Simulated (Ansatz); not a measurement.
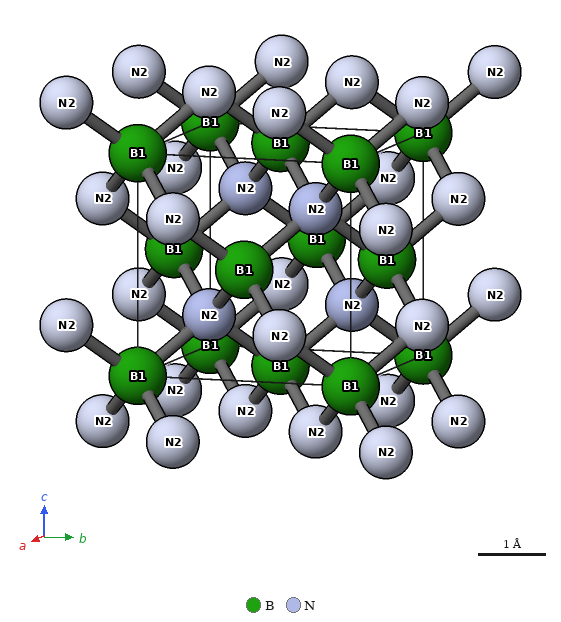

Figure 1. The structure (ball-and-stick view of the cell 4 times as large as that of the calculation, set on its symmetry axes, seen slightly off an axis; neighbours outside the cell are drawn fainter; atoms are numbered from 1 in the order of the input).

**BN: a changed input and its effect**

System: BN (F-43m, 2 atoms in the cell).
Method of run A: DFT, PBE, all-electron LAPW, scalar-relativistic, no spin polarisation (Ansatz 0.2.0).

Its volume is 0.80 times that of the source entry. Text and figures count atoms from 1; the logs count them from 0 in places.

**The input, run A**
```yaml
crystal:
  lattice:
    - [0.0, 1.6824384858, 1.6824384858]
    - [1.6824384858, 0.0, 1.6824384858]
    - [1.6824384858, 1.6824384858, 0.0]
  atoms:
    - { symbol: B, position: [0.0, 0.0, 0.0] }
    - { symbol: "N", position: [0.25, 0.25, 0.25] }
kpoints:
  mp_grid: { grid: [15, 15, 15] }
scf:
  occupations: { method: fermi_dirac, width: 0.05 }
hamiltonian:
  xc: pbe
  pseudopotentials: { kind: all_electron, lapw: { basis_error: 0.001 } }
output:
  forces: true
  stress: true
  eigenvalues: true
  populations: true
```

Command:
```bash
ansatz run input.yaml --threads 1 --pin off --max-ram 2048MiB --backend cpu --events-out ev --progress --plain --runs-dir out
```

Hardware: 1 thread of Intel Xeon (Granite Rapids), 64 GiB of memory available, shared host.

**Output, shortened to warnings, some set-up lines, iterations and results (run A)**
```
Basis set: ecut = 519.9701582757639 eV, 259 PW (Γ), exchange–correlation at level 2
Symmetry: 24 space group operations
k-points: 120 of 3375 (time reversal used)
Initial density: superposition of atomic densities (chi_scale 0.1, normalization cell, long waves kept (reshape's long-wave potential 0.00 eV rms))
[...]
SCF iter   1: F=—  HF=-2169.223698 eV  |F-HF|=—  |Δ(HF+E_count)|=         —  Δρ=2.03e-1  dr2=2.78e0  ethr=2.32e-2  ⟨swp⟩=2.0  Hψ=9153  notcnv=0
SCF iter   2: F=—  HF=-2167.995809 eV  |F-HF|=—  |Δ(HF+E_count)|=    1.23e0  Δρ=6.53e-2  dr2=2.56e-1  ethr=2.13e-3  ⟨swp⟩=2.0  Hψ=6407  notcnv=0
SCF iter   3: F=—  HF=-2167.918841 eV  |F-HF|=—  |Δ(HF+E_count)|=         —  Δρ=2.62e-2  dr2=4.23e-2  ethr=2.13e-3  ⟨swp⟩=2.1  Hψ=3372  notcnv=0
SCF iter   4: F=—  HF=-2167.911852 eV  |F-HF|=—  |Δ(HF+E_count)|=   6.99e-3  Δρ=2.44e-3  dr2=2.85e-4  ethr=3.53e-4  ⟨swp⟩=2.7  Hψ=3555  notcnv=0
SCF iter   5: F=—  HF=-2167.912008 eV  |F-HF|=—  |Δ(HF+E_count)|=   1.56e-4  Δρ=2.19e-4  dr2=1.43e-6  ethr=2.37e-6  ⟨swp⟩=2.7  Hψ=3038  notcnv=0
SCF iter   6: F=-2167.912008 eV  HF=-2167.912008 eV  |F-HF|=8.15e-9  |Δ(HF+E_count)|=   1.44e-7  Δρ=1.41e-5  dr2=5.24e-9  ethr=1.19e-8  ⟨swp⟩=3.0  Hψ=3337  notcnv=0
SCF 1 converged in 6 iterations: F = -2167.912008 eV  dr2 = 5.24e-9
SCF converged after 6 iterations
Free energy (F): -2167.912008 eV
Harris-Foulkes:  -2167.912008 eV  (|F-HF|=8.15e-9)
Internal energy: -2167.912008 eV  (E = F + TS)
E sigma→0 (E₀):  -2167.912008 eV
Fermi energy:    17.686631 eV
--- Per-component energies (eV) ---
  E_band       = -981.902779
  E_kinetic    = 2182.541862
  E_xc         = -305.239167
  E_electrostatic = -4045.214703  (all electrons and nuclei)
  E_smearing   = -0.000000  (= −TS)
  E_closure    = 0.000000  (closes the sum)
  E_atoms      = -2151.229577  (free atoms, spherical and without spin; not in F)
  Σ components = -2167.912008   (vs F -2167.912008, Δ=0.00e0)
  Basis errors (estimates in eV, not in F): energy 5.6e-4 per atom: plane waves 5.3e-4 (3.3e-4 summed), levels above the bands 3.3e-158, relativity 1.3e-8, radial functions 2.4e-5, core shells 0.0e0; eigenvalues (radial functions only) 8.1e-6; not estimated: angular momenta, meshes, grids; target …
--- Forces (eV/Å), atoms counted from 1 ---
  atom   1  B      0.00000000    -0.00000000    -0.00000000
  atom   2  N     -0.00000000     0.00000000     0.00000000
  max |Σ_I F_I| component: 1.11e-16 eV/Å
--- Stress (GPa, compression-positive) ---
      124.381788      -0.000000      -0.000000
       -0.000000     124.381788       0.000000
       -0.000000       0.000000     124.381788
  P = ⅓ Tr σ = 124.3818 GPa (1243.818 kbar)
--- Löwdin populations: 2 sites ---
  site symbol       q [e]
     0      B      4.6642
     1      N      7.3091
  spilling = 0.002231 (of n_electrons = 12.000000)
```

The input of run B differs as follows (lines with − go, lines with + come):
```diff
-  pseudopotentials: { kind: all_electron, lapw: { basis_error: 0.001 } }
+  pseudopotentials: { kind: nc }
-  populations: true
```

What does this change do to the results?

The total energies belong to different models, so their difference says nothing on which is more stable or more accurate. The pressure goes from 124.38 to 124.64 GPa. The SCF takes 7 iterations against 6. The plane waves at Γ go from 259 to 941. On the same kind of shared host run B took about 0.38 times as long.

**Output, shortened to warnings, some set-up lines, iterations and results (run B)**
```
Basis set: ecut = 1240 eV, 941 PW (Γ), exchange–correlation on 60×60×60 points (8 copies of the dense FFT grid, shifted against one another)
Symmetry: 24 space group operations
k-points: 120 of 3375 (time reversal used)
Initial density: superposition of atomic densities (chi_scale 0.1, normalization cell, long waves kept (reshape's long-wave potential 0.00 eV rms))
[...]
SCF iter   1: F=—  HF=-378.238738 eV  |F-HF|=—  |Δ(HF+E_count)|=         —  Δρ=2.10e-1  dr2=2.99e0  ethr=3.10e-3  ⟨swp⟩=5.6  Hψ=8049  notcnv=0
SCF iter   2: F=—  HF=-377.238796 eV  |F-HF|=—  |Δ(HF+E_count)|=    1.00e0  Δρ=7.15e-2  dr2=2.74e-1  ethr=3.10e-3  ⟨swp⟩=3.0  Hψ=3275  notcnv=0
SCF iter   3: F=—  HF=-377.169059 eV  |F-HF|=—  |Δ(HF+E_count)|=   6.97e-2  Δρ=2.43e-2  dr2=3.34e-2  ethr=3.10e-3  ⟨swp⟩=2.5  Hψ=1527  notcnv=0
SCF iter   4: F=—  HF=-377.163901 eV  |F-HF|=—  |Δ(HF+E_count)|=   5.16e-3  Δρ=3.02e-3  dr2=3.05e-4  ethr=4.18e-4  ⟨swp⟩=3.7  Hψ=2071  notcnv=0
SCF iter   5: F=—  HF=-377.164063 eV  |F-HF|=—  |Δ(HF+E_count)|=   1.63e-4  Δρ=3.02e-4  dr2=5.07e-6  ethr=3.82e-6  ⟨swp⟩=2.0  Hψ=1443  notcnv=0
SCF iter   6: F=—  HF=-377.164062 eV  |F-HF|=—  |Δ(HF+E_count)|=   1.63e-6  Δρ=2.08e-5  dr2=1.30e-8  ethr=1.25e-9  ⟨swp⟩=4.9  Hψ=5991  notcnv=0
SCF iter   7: F=-377.164062 eV  HF=-377.164062 eV  |F-HF|=3.13e-10  |Δ(HF+E_count)|=   4.86e-9  Δρ=2.70e-6  dr2=4.48e-10  ethr=1.62e-10  ⟨swp⟩=2.0  Hψ=3323  notcnv=0
SCF 1 converged in 7 iterations: F = -377.164062 eV  dr2 = 4.48e-10
SCF converged after 7 iterations
Free energy (F): -377.164062 eV
Harris-Foulkes:  -377.164062 eV  (|F-HF|=3.13e-10)
Internal energy: -377.164062 eV  (E = F + TS)
E sigma→0 (E₀):  -377.164062 eV
Fermi energy:    17.312210 eV
--- Per-component energies (eV) ---
  E_band       = 47.047606
  E_kinetic    = 282.154743
  E_local      = -163.087649  (includes V_loc(G=0)·N_el)
  E_nonlocal   = -16.914408
  E_hartree    = 43.989412
  E_xc         = -138.281529
  E_vxc        = -143.083655  (∫ρ·V_xc dr)
  E_ewald      = -385.024629
  E_smearing   = -0.000000  (= −TS)
  E_closure    = -0.000000  (closes the sum)
  Σ components = -377.164062   (vs F -377.164062, Δ=0.00e0)
--- Forces (eV/Å), atoms counted from 1 ---
  atom   1  B      0.00000000    -0.00000000    -0.00000000
  atom   2  N      0.00000000    -0.00000000     0.00000000
  max |Σ_I F_I| component: 7.31e-16 eV/Å
--- Stress (GPa, compression-positive) ---
      124.643289      -0.000000      -0.000000
       -0.000000     124.643289       0.000000
       -0.000000       0.000000     124.643289
  P = ⅓ Tr σ = 124.6433 GPa (1246.433 kbar)
```

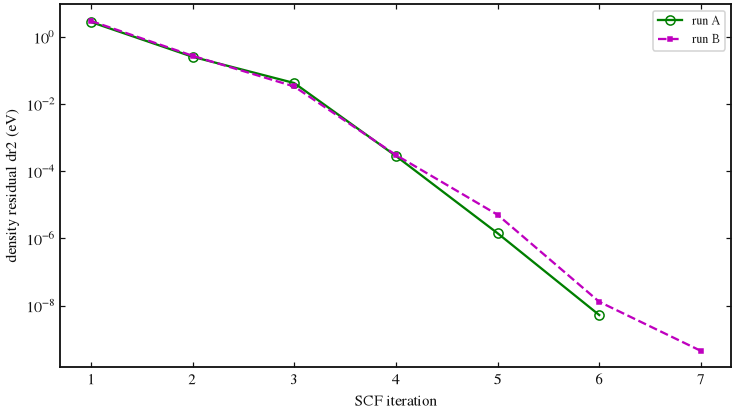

Figure 2. Convergence of the two runs: density residual dr2 against the SCF iteration. Run A takes 6 iterations in all, and run B takes 7.

**The two runs side by side**

```csv
quantity,run A,run B
outcome,converged,converged
free energy per atom (eV),−1083.9560,−188.5820
gap on the mesh (eV),4.75,4.74
pressure (GPa),124.38,124.64
largest force (eV/Å),0.000,0.000
SCF iterations,6,7
irreducible k-points,120,120
plane waves at Γ,259,941
wall time (shared host),7.7 s,2.9 s
```

For run A: The cell is under a pressure of 124 GPa at this level, so it is not at its equilibrium volume. For run B: The cell is under a pressure of 125 GPa at this level, so it is not at its equilibrium volume.
